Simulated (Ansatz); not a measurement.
Field-gradient calculation, with input and output: Ga₂₆P₂₇ (charge −3) (part 2 of 2)

Ga₂₆P₂₇ (defect cell, 53 atoms in the cell, total charge −3); DFT, PBE, plane waves, PAW, no spin polarisation (Ansatz 0.2.0); cutoff 420 eV, 3×3×3 k-mesh, Fermi–Dirac smearing of 0.3 eV. The structure derives from an entry of the Crystallography Open Database. The settings are looser than a standard set-up, so the numbers are not reference values.

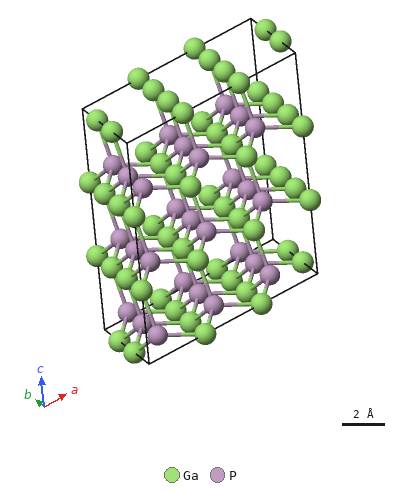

Fig. 1: The structure as given in the input (ball-and-stick view of the cell of the calculation, seen slightly off an axis). An atom can appear more than once, as a periodic image.

### Output, continued
```
  atom  42  P  V_zz =    +0.728170   η = 0.2751   by run symmetry: allowed
            electrostatic potential = -1494.240542 V   contact ρ = 16019.513240 e/Å³
  atom  43  P  V_zz =    -0.067136   η = 0.0000   by run symmetry: allowed
            electrostatic potential = -1494.100588 V   contact ρ = 16019.535361 e/Å³
  atom  44  P  V_zz =    +0.728170   η = 0.2751   by run symmetry: allowed
            electrostatic potential = -1494.240542 V   contact ρ = 16019.513240 e/Å³
  atom  45  P  V_zz =    -5.523730   η = 0.0000   by run symmetry: allowed
            electrostatic potential = -1495.164307 V   contact ρ = 16022.547846 e/Å³
  atom  46  P  V_zz =    +0.728170   η = 0.2751   by run symmetry: allowed
            electrostatic potential = -1494.240542 V   contact ρ = 16019.513240 e/Å³
  atom  47  P  V_zz =    +0.728170   η = 0.2751   by run symmetry: allowed
            electrostatic potential = -1494.240542 V   contact ρ = 16019.513240 e/Å³
  atom  48  P  V_zz =    +0.728170   η = 0.2751   by run symmetry: allowed
            electrostatic potential = -1494.240542 V   contact ρ = 16019.513240 e/Å³
  atom  49  P  V_zz =    -0.067136   η = 0.0000   by run symmetry: allowed
            electrostatic potential = -1494.100588 V   contact ρ = 16019.535361 e/Å³
  atom  50  P  V_zz =    +0.728170   η = 0.2751   by run symmetry: allowed
            electrostatic potential = -1494.240542 V   contact ρ = 16019.513240 e/Å³
  atom  51  P  V_zz =    +0.728170   η = 0.2751   by run symmetry: allowed
            electrostatic potential = -1494.240542 V   contact ρ = 16019.513240 e/Å³
  atom  52  P  V_zz =    +0.728170   η = 0.2751   by run symmetry: allowed
            electrostatic potential = -1494.240542 V   contact ρ = 16019.513240 e/Å³
  atom  53  P  V_zz =    +0.000000   η = 0.0000   by run symmetry: forbidden
            electrostatic potential = -1494.110491 V   contact ρ = 16019.531576 e/Å³
--- Band table (eV) ---
  k-point 0: bands = ["-8.0368", "-8.0368", "-8.0368", "-8.0159", "-7.9746", "-7.9746", "-7.9746", "-7.9683", "-7.9683", "-7.9683", ... 107 levels left out ..., "-7.4861", "-7.4808", "-7.4808", "-7.4808", "-7.4785", "-7.4785", "-7.4785", "-7.4777", "-7.4746", "-7.4746", "-7.4633", "-7.4633", "-7.4633", "-5.7129", "-4.5249", "-4.4855", "-4.4855", "-4.4855", "-4.3927", "-4.3927", "-4.3927", "-4.2910", "-3.9839", "-3.9839", "-3.8679", "-3.8679", "-3.8679", "-3.5205", "-3.1030",
      "-3.1030", "-3.1030", "-3.0459", "-3.0459", "-3.0459", "-2.9944", "-2.9944", "-2.3450", "-2.3450", "-2.3450", "-2.3220", "0.3238", "0.3238", "0.3238", "0.3378", "0.3378", "0.4454", "0.4454", "0.4454", "0.5866", "0.5866", "0.5866", "1.1223", "1.5029", "1.5030", "1.5030", "1.5030", "1.5108", "1.6556", "1.6556", "1.6556", "1.7757", "1.7757", "1.8829", "1.8829", "1.8829", "2.5745", "2.6308", "2.6308", "2.6308",
      "2.6422", "2.6422", "2.6422", "2.8876", "2.8876", "3.1666", "3.1666", "3.1666", "4.4952", "4.4952", "4.4952", "4.5225", "4.5225", "4.5225", "4.5291", "4.5291", "4.5291", "4.5908", "4.5908", "4.5908", "4.7921", "4.7972", "4.7972", "4.7972", "4.8781", "4.8781", "5.0020", "5.0020", "5.0020", "5.2341", "5.2976", "5.2976", "5.2976", "5.8018", "5.8018", "5.8089", "5.8089", "5.8089", "5.8587", "5.8587",
      "5.8587", "6.0369", "6.0369", "6.0797", "6.0797", "6.0797", "6.5550", "6.5550", "6.5550", "7.5655", "7.5655", "7.5655", "8.4230", "8.4752", "8.4752", "8.4752", "8.5053", "8.5291", "8.5291", "8.6092", "8.6092", "8.6092", "8.7592", "8.8196", "8.8196", "8.8196", "9.0117", "9.2634", "9.2634", "9.2634", "9.2725", "9.2725", "9.2910", "9.2910", "9.2910", "9.4491", "9.4491", "9.4491", "9.5249", "9.8635",
      "9.8635", "9.9170", "9.9170", "9.9170", "10.7211", "10.7211", "10.7211", "11.4569", "11.5056", "11.5056", "11.5056", "11.5149", "11.5149", "11.5156", "11.5156", "11.5156", "11.6607", "11.6607", "11.6607", "11.8774", "11.8774", "12.3742", "12.3742", "12.3742", "12.6293", "12.6293", "12.6293", "12.6360", "12.6360", "12.8366", "12.8366", "12.8366", "12.9035", "12.9035", "12.9035", "13.7231", "14.0815", "14.0815", "14.0815", "14.1000",
      "14.1000", "14.1471", "14.2187", "14.2187", "14.2187", "14.2561", "14.2707", "14.2707", "14.2707", "14.3277", "14.3277"]
  k-point 1: bands = ["-8.0377", "-8.0369", "-8.0369", "-8.0148", "-7.9787", "-7.9738", "-7.9738", "-7.9696", "-7.9696", "-7.9680", ... 107 levels left out ..., "-7.4865", "-7.4836", "-7.4823", "-7.4823", "-7.4789", "-7.4784", "-7.4784", "-7.4750", "-7.4712", "-7.4712", "-7.4652", "-7.4652", "-7.4633", "-5.5649", "-5.0886", "-4.5859", "-4.5698", "-4.5698", "-4.3572", "-4.3572", "-4.2315", "-4.0308", "-4.0308", "-3.8974", "-3.7623", "-3.5427", "-3.5427", "-3.4601", "-3.3500",
      "-3.3500", "-3.1860", "-3.0697", "-3.0697", "-3.0443", "-2.9539", "-2.9539", "-2.3639", "-2.3572", "-2.3572", "-2.3145", "0.2028", "0.2629", "0.2629", "0.3303", "0.3303", "0.3900", "0.3900", "0.4408", "0.5368", "0.5678", "0.8327", "0.8327", "0.8348", "0.9286", "0.9286", "1.0277", "1.2192", "1.2192", "1.9441", "2.1604", "2.1604", "2.1790", "2.4178", "2.4178", "2.8338", "2.8822", "2.9223", "2.9223", "3.0324",
      "3.0324", "3.0471", "3.2592", "3.3108", "3.3108", "3.4627", "3.4627", "3.5278", "3.9254", "3.9254", "3.9483", "4.3306", "4.3464", "4.3464", "4.4088", "4.4088", "4.4220", "4.4336", "4.4751", "4.4751", "4.5257", "4.6161", "4.6161", "4.6503", "4.7396", "4.7396", "4.9047", "4.9047", "4.9685", "5.0706", "5.0706", "5.1187", "5.3177", "5.3206", "5.3921", "5.3921", "5.5152", "5.5152", "5.5555", "5.6225",
      "5.6225", "5.7577", "5.7894", "5.7894", "5.9442", "6.1512", "6.1512", "6.4619", "6.4619", "6.9169", "7.4929", "7.4929", "8.4490", "8.7010", "8.7010", "8.7198", "8.9519", "8.9657", "8.9657", "9.0383", "9.1955", "9.2050", "9.2050", "9.2827", "9.3777", "9.3777", "9.4984", "9.5780", "9.5780", "9.6264", "9.6864", "9.6864", "9.7204", "9.9340", "9.9340", "10.0927", "10.1018", "10.1018", "10.1328", "10.2572",
      "10.2572", "10.5971", "10.6917", "10.6917", "10.9913", "10.9913", "11.0012", "11.0751", "11.1215", "11.1215", "11.1753", "11.1753", "11.2726", "11.4034", "11.4034", "11.5696", "11.5696", "11.7111", "11.7693", "11.7865", "11.7865", "11.9112", "11.9112", "11.9770", "11.9836", "11.9836", "12.0127", "12.1241", "12.1241", "12.1431", "12.2488", "12.2488", "12.3467", "12.6030", "12.6030", "12.6400", "12.8417", "12.9404", "12.9554", "12.9554",
      "13.0448", "13.0448", "13.0938", "13.1180", "13.1180", "13.1796", "13.1796", "13.3743", "13.3743", "13.3950", "13.6629"]
  k-point 2: bands = ["-8.0383", "-8.0367", "-8.0367", "-8.0144", "-7.9797", "-7.9735", "-7.9735", "-7.9694", "-7.9694", "-7.9694", ... 107 levels left out ..., "-7.4853", "-7.4847", "-7.4843", "-7.4843", "-7.4808", "-7.4795", "-7.4741", "-7.4726", "-7.4726", "-7.4709", "-7.4656", "-7.4656", "-7.4638", "-5.5126", "-4.9710", "-4.7930", "-4.7694", "-4.7694", "-4.5042", "-3.9251", "-3.9202", "-3.9202", "-3.8555", "-3.8410", "-3.7168", "-3.7168", "-3.5853", "-3.4552", "-3.4095",
      "-3.4095", "-3.3705", "-3.2442", "-3.1487", "-3.1487", "-2.8723", "-2.7510", "-2.4060", "-2.3004", "-2.3004", "-2.2629", "0.1486", "0.1486", "0.1809", "0.2125", "0.2358", "0.3561", "0.3969", "0.3969", "0.4752", "0.7378", "0.7495", "0.7495", "0.8482", "0.9583", "1.0093", "1.0093", "1.2536", "1.5251", "1.5621", "1.5621", "2.4391", "2.6803", "2.7304", "2.7304", "2.9735", "2.9817", "2.9906", "2.9906", "3.2028",
      "3.2028", "3.2046", "3.2362", "3.4097", "3.5092", "3.5878", "3.6417", "3.6417", "3.8919", "3.8919", "3.8984", "3.9360", "4.0857", "4.0857", "4.0950", "4.2263", "4.2263", "4.3169", "4.5281", "4.5939", "4.6386", "4.6386", "4.8042", "4.8518", "4.8518", "4.8827", "4.9365", "4.9498", "4.9629", "4.9629", "4.9866", "4.9987", "4.9987", "5.0229", "5.1505", "5.3398", "5.3630", "5.3630", "5.3987", "5.3987",
      "5.4245", "5.4406", "5.8743", "5.8743", "5.8905", "6.2374", "6.2374", "6.2683", "6.3194", "6.8463", "7.4027", "7.4027", "8.3861", "8.7659", "9.0917", "9.2487", "9.2576", "9.2576", "9.2799", "9.4235", "9.4235", "9.4645", "9.4645", "9.4699", "9.4755", "9.5036", "9.5353", "9.6101", "9.6644", "9.6644", "9.7161", "9.7225", "9.8637", "9.8637", "10.0647", "10.2377", "10.3266", "10.3278", "10.3639", "10.3639",
      "10.4797", "10.6143", "10.6405", "10.6405", "10.7571", "11.0691", "11.1746", "11.1746", "11.1812", "11.2216", "11.2216", "11.2418", "11.3231", "11.3827", "11.3827", "11.5079", "11.5603", "11.5806", "11.5806", "11.6770", "11.7392", "11.7392", "11.7438", "11.8629", "11.8888", "11.9335", "11.9335", "11.9894", "12.0433", "12.1141", "12.1141", "12.1424", "12.1742", "12.2085", "12.2085", "12.3344", "12.4206", "12.5986", "12.5986", "12.8033",
      "12.9453", "12.9453", "12.9824", "13.0638", "13.0683", "13.0683", "13.1578", "13.1578", "13.1776", "13.2265", "13.4193"]
  k-point 3: bands = ["-8.0385", "-8.0368", "-8.0368", "-8.0141", "-7.9804", "-7.9733", "-7.9731", "-7.9704", "-7.9701", "-7.9688", ... 107 levels left out ..., "-7.4859", "-7.4841", "-7.4839", "-7.4829", "-7.4807", "-7.4784", "-7.4767", "-7.4716", "-7.4702", "-7.4686", "-7.4675", "-7.4671", "-7.4637", "-5.3484", "-5.1748", "-5.0812", "-4.7190", "-4.6096", "-4.1597", "-4.1274", "-4.1092", "-3.9895", "-3.9315", "-3.6920", "-3.6686", "-3.5438", "-3.5327", "-3.5016", "-3.4397",
      "-3.4050", "-3.2613", "-3.2540", "-3.1735", "-3.1095", "-2.8698", "-2.8167", "-2.4100", "-2.3529", "-2.3190", "-2.2636", "0.0249", "0.1809", "0.2242", "0.2414", "0.2987", "0.3169", "0.4058", "0.4210", "0.4757", "0.5734", "0.6317", "0.6723", "0.6785", "0.7808", "1.0353", "1.1218", "1.3664", "1.5850", "1.5943", "1.6604", "1.8759", "2.7041", "2.9365", "3.0425", "3.0573", "3.2890", "3.3134", "3.3309", "3.4607",
      "3.5848", "3.5959", "3.6486", "3.6651", "3.6803", "3.7368", "3.7622", "3.7922", "3.8375", "3.8482", "3.9018", "3.9039", "3.9238", "3.9607", "3.9704", "4.0701", "4.1262", "4.1529", "4.1852", "4.2295", "4.2896", "4.3741", "4.3832", "4.4035", "4.4328", "4.6779", "4.7776", "4.7895", "4.8220", "4.8486", "4.9832", "4.9924", "5.0430", "5.1775", "5.2081", "5.3119", "5.3332", "5.4497", "5.4934", "5.5287",
      "5.5767", "5.6604", "5.7454", "5.7836", "5.8714", "5.8808", "5.9856", "6.2354", "6.4168", "6.6423", "7.2573", "7.4355", "8.5843", "9.1778", "9.2135", "9.3115", "9.3144", "9.3319", "9.3697", "9.4735", "9.5966", "9.6103", "9.6332", "9.7492", "9.8470", "9.8542", "9.8734", "9.8924", "9.9319", "9.9609", "9.9621", "10.0637", "10.0868", "10.1010", "10.1069", "10.1748", "10.2469", "10.3494", "10.4130", "10.5648",
      "10.6122", "10.7858", "10.8439", "10.9441", "11.0563", "11.0604", "11.0776", "11.0840", "11.0975", "11.1481", "11.1675", "11.1895", "11.2069", "11.2722", "11.2750", "11.3104", "11.3313", "11.3660", "11.3931", "11.4569", "11.5062", "11.5170", "11.5675", "11.5928", "11.9072", "11.9433", "11.9822", "12.1394", "12.1453", "12.1651", "12.2015", "12.2485", "12.2979", "12.3528", "12.3637", "12.3873", "12.4019", "12.4401", "12.4603", "12.4750",
      "12.5810", "12.5888", "12.6273", "12.6902", "12.7147", "12.8211", "12.8233", "12.8818", "12.9035", "12.9826", "13.0445"]
--- Löwdin populations: 53 sites ---
  site symbol       q [e]
     0     Ga     13.0090
     1     Ga     13.0090
     2     Ga     13.0090
     3     Ga     12.9868
     4     Ga     13.0090
     5     Ga     13.0090
     6     Ga     13.0090
     7     Ga     13.0075
     8     Ga     13.0090
     9     Ga     12.9868
    10     Ga     13.0090
    11     Ga     12.9868
    12     Ga     12.9868
    13     Ga     12.9934
    14     Ga     13.0090
    15     Ga     12.9934
    16     Ga     12.9934
    17     Ga     13.0090
    18     Ga     13.0090
    19     Ga     13.0075
    20     Ga     13.0090
    21     Ga     12.9934
    22     Ga     12.9934
    23     Ga     13.0075
    24     Ga     12.9934
    25     Ga     13.0075
    26      P      5.1613
    27      P      5.0363
    28      P      5.1613
    29      P      5.0363
    30      P      5.0363
    31      P      5.0315
    32      P      5.1613
    33      P      5.0315
    34      P      5.0315
    35      P      5.0363
    36      P      5.0363
    37      P      5.0315
    38      P      5.0363
    39      P      5.0338
    40      P      5.0338
    41      P      5.0315
    42      P      5.0338
    43      P      5.0315
    44      P      5.1613
    45      P      5.0315
    46      P      5.0315
    47      P      5.0315
    48      P      5.0338
    49      P      5.0315
    50      P      5.0315
    51      P      5.0315
    52      P      5.0330
  spilling = 0.003247 (of n_electrons = 476.000000)
```

### File populations.tsv
```
# site	symbol	l	j	q
# orbitals = lowdin
# n_electrons = 476.000000
# spilling = 0.003247
0	Ga	0_4S	-	1.095528
0	Ga	1_4P	-	1.929612
0	Ga	2_3D	-	9.983892
1	Ga	0_4S	-	1.095528
1	Ga	1_4P	-	1.929612
1	Ga	2_3D	-	9.983892
2	Ga	0_4S	-	1.095528
2	Ga	1_4P	-	1.929612
2	Ga	2_3D	-	9.983892
3	Ga	0_4S	-	1.094870
3	Ga	1_4P	-	1.907965
3	Ga	2_3D	-	9.983926
4	Ga	0_4S	-	1.095528
4	Ga	1_4P	-	1.929612
4	Ga	2_3D	-	9.983892
5	Ga	0_4S	-	1.095528
5	Ga	1_4P	-	1.929612
5	Ga	2_3D	-	9.983892
6	Ga	0_4S	-	1.095528
6	Ga	1_4P	-	1.929612
6	Ga	2_3D	-	9.983892
7	Ga	0_4S	-	1.098070
7	Ga	1_4P	-	1.925362
7	Ga	2_3D	-	9.984074
8	Ga	0_4S	-	1.095528
8	Ga	1_4P	-	1.929612
8	Ga	2_3D	-	9.983892
9	Ga	0_4S	-	1.094870
9	Ga	1_4P	-	1.907965
9	Ga	2_3D	-	9.983926
10	Ga	0_4S	-	1.095528
10	Ga	1_4P	-	1.929612
10	Ga	2_3D	-	9.983892
11	Ga	0_4S	-	1.094870
11	Ga	1_4P	-	1.907965
11	Ga	2_3D	-	9.983926
12	Ga	0_4S	-	1.094870
12	Ga	1_4P	-	1.907965
12	Ga	2_3D	-	9.983926
13	Ga	0_4S	-	1.096071
13	Ga	1_4P	-	1.913211
13	Ga	2_3D	-	9.984075
14	Ga	0_4S	-	1.095528
14	Ga	1_4P	-	1.929612
14	Ga	2_3D	-	9.983892
15	Ga	0_4S	-	1.096071
15	Ga	1_4P	-	1.913211
15	Ga	2_3D	-	9.984075
16	Ga	0_4S	-	1.096071
16	Ga	1_4P	-	1.913211
16	Ga	2_3D	-	9.984075
17	Ga	0_4S	-	1.095528
17	Ga	1_4P	-	1.929612
17	Ga	2_3D	-	9.983892
18	Ga	0_4S	-	1.095528
18	Ga	1_4P	-	1.929612
18	Ga	2_3D	-	9.983892
19	Ga	0_4S	-	1.098070
19	Ga	1_4P	-	1.925362
19	Ga	2_3D	-	9.984074
20	Ga	0_4S	-	1.095528
20	Ga	1_4P	-	1.929612
20	Ga	2_3D	-	9.983892
21	Ga	0_4S	-	1.096071
21	Ga	1_4P	-	1.913211
21	Ga	2_3D	-	9.984075
22	Ga	0_4S	-	1.096071
22	Ga	1_4P	-	1.913211
22	Ga	2_3D	-	9.984075
23	Ga	0_4S	-	1.098070
23	Ga	1_4P	-	1.925362
23	Ga	2_3D	-	9.984074
24	Ga	0_4S	-	1.096071
24	Ga	1_4P	-	1.913211
24	Ga	2_3D	-	9.984075
25	Ga	0_4S	-	1.098070
25	Ga	1_4P	-	1.925362
25	Ga	2_3D	-	9.984074
26	P	0_3S	-	1.455931
26	P	1_3P	-	3.705377
27	P	0_3S	-	1.344801
27	P	1_3P	-	3.691501
28	P	0_3S	-	1.455931
28	P	1_3P	-	3.705377
29	P	0_3S	-	1.344801
29	P	1_3P	-	3.691501
30	P	0_3S	-	1.344801
30	P	1_3P	-	3.691501
31	P	0_3S	-	1.336146
31	P	1_3P	-	3.695308
32	P	0_3S	-	1.455931
32	P	1_3P	-	3.705377
33	P	0_3S	-	1.336146
33	P	1_3P	-	3.695308
34	P	0_3S	-	1.336146
34	P	1_3P	-	3.695308
35	P	0_3S	-	1.344801
35	P	1_3P	-	3.691501
36	P	0_3S	-	1.344801
36	P	1_3P	-	3.691501
37	P	0_3S	-	1.336146
37	P	1_3P	-	3.695308
38	P	0_3S	-	1.344801
38	P	1_3P	-	3.691501
39	P	0_3S	-	1.336968
39	P	1_3P	-	3.696828
40	P	0_3S	-	1.336968
40	P	1_3P	-	3.696828
41	P	0_3S	-	1.336146
41	P	1_3P	-	3.695308
42	P	0_3S	-	1.336968
42	P	1_3P	-	3.696828
43	P	0_3S	-	1.336146
43	P	1_3P	-	3.695308
44	P	0_3S	-	1.455931
44	P	1_3P	-	3.705377
45	P	0_3S	-	1.336146
45	P	1_3P	-	3.695308
46	P	0_3S	-	1.336146
46	P	1_3P	-	3.695308
47	P	0_3S	-	1.336146
47	P	1_3P	-	3.695308
48	P	0_3S	-	1.336968
48	P	1_3P	-	3.696828
49	P	0_3S	-	1.336146
49	P	1_3P	-	3.695308
50	P	0_3S	-	1.336146
50	P	1_3P	-	3.695308
51	P	0_3S	-	1.336146
51	P	1_3P	-	3.695308
52	P	0_3S	-	1.336464
52	P	1_3P	-	3.696489
```

### Summary

- outcome: converged
- electrons treated: 476
- free energy: −118759.2310 eV
- Fermi energy: 7.911 eV
- pressure: 1.64 GPa
- field gradient V_zz (10²¹ V/m²): Ga −2.45, Ga −2.45, Ga −2.45, Ga 0.60, Ga −2.45, Ga −2.45, Ga −2.45, Ga 0.56 (the first 8 of 53 sites)
- largest force (length of the vector): 0.806 eV/Å
- hardware: 4 threads of Arm Neoverse V1, 24 GiB of memory available, shared host
- wall time: 2.1 min (CPU time 7.3 min)
- peak memory: 5.3 GiB

### Remarks

Settings chosen away from the usual ones: scf.occupations.method = "fermi_dirac", scf.occupations.width = 0.3, kpoints.mp_grid.grid = [3, 3, 3]. These settings are looser than, or depart from, a standard set-up, so the numbers are not reference values for this system. The cell is charged and computed with a neutralising background, so its energy and pressure depend on the cell and aren't those of a real crystal.
